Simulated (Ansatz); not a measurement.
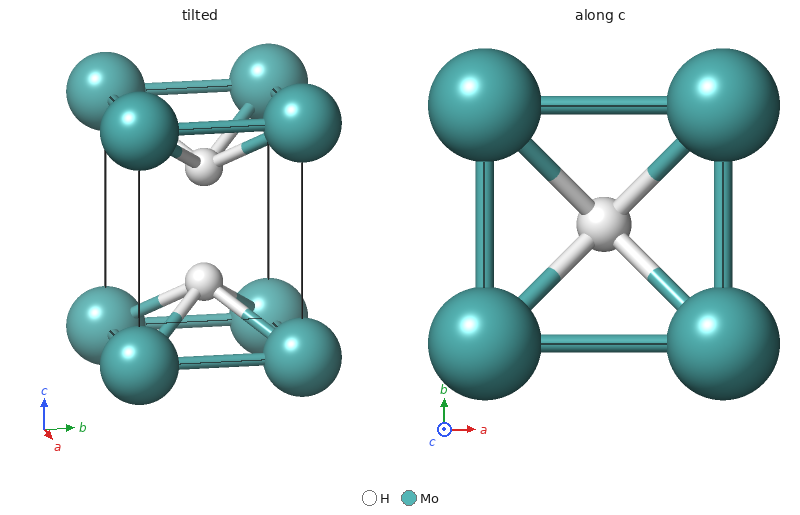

Shown here is a ball-and-stick view of the crystal, taken slightly off an axis and along the c axis. The conventional unit cell is drawn as a box. Cell: a = 2.60 Å, b = 2.60 Å, c = 3.78 Å, α = 90.00°, β = 90.00°, γ = 90.00°.

The structure comes from a structure type filled with these elements by a generator (whether the compound takes this form wasn't checked). Earlier steps of the study may have refined or changed the cell and positions. It went into a calculation with Ansatz.

Question: Summary of the structure:

Answer: The formula is MoH2. Its lattice is primitive tetragonal, its space group P4/mmm (No. 123). One cell contains 1 Mo, 2 H, 3 atoms in all. About every H there are four Mo at about 2.1 Å. The Mo atoms are each bonded to eight H and four Mo (about 2.1 Å to H, 2.6 Å to Mo). The bonds build MoH2 layers parallel to (001).

Computed with DFT PBE, scalar-relativistic, plane waves, PAW in Ansatz. Settings: a cutoff energy of 420 eV, an 18×18×12 grid in reciprocal space, Gaussian smearing of 0.1 eV, no spin polarisation.

Question: How large a gap does the method give, if there is one?

Answer: A metal: bands cross the Fermi level.

Question: What net charge does each kind of atom have (Bader)?

Answer: Mo +0.64 e; H -0.32 e.

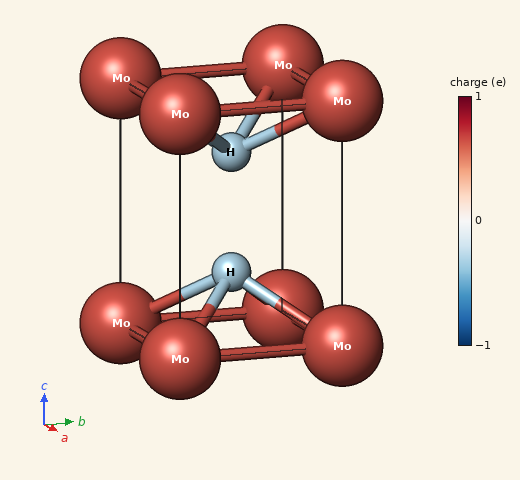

The atoms coloured by those charges. The run's cell of 3 atoms is drawn.

Question: Is this an equilibrium geometry for the method given?

Answer: Yes. All forces vanish to within 0.01 eV/Å. The pressure is 0.0 GPa, close to zero.
